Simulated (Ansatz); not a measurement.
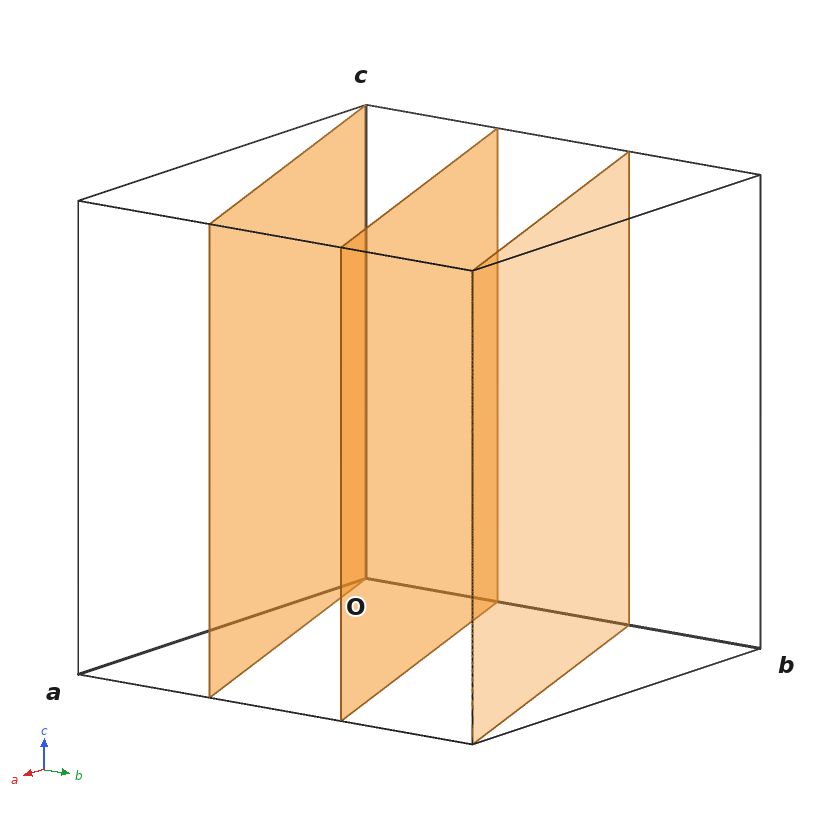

For Si, the geometry relaxed with DFT PBEsol, scalar-relativistic, plane waves, PAW in Ansatz 0.2.0: every member of one family of equally spaced planes, hx + ky + lz = a whole number, that cuts the unit cell is shaded (one member passes through the origin O). Symmetry computed with spglib at a tolerance of 0.002 Å; standard conventional cell.

a = 6.693 Å, b = 6.693 Å, c = 6.693 Å, α = 90.00°, β = 90.00°, γ = 90.00°.

Question: Which (hkl) family is drawn?

Answer: (1 −3 0); the opposite sign names the same planes. The member next to the origin meets the axes a at 1, b at −1/3, c never.

Question: What is the spacing?

Answer: d = 2.116 Å.

Question: The space group is Im-3m (No. 229). How many reflections hkl are equivalent to this one (itself included), and does it occur?

Answer: 24 reflections are equivalent in the Laue class m-3m. The space group allows the reflection.
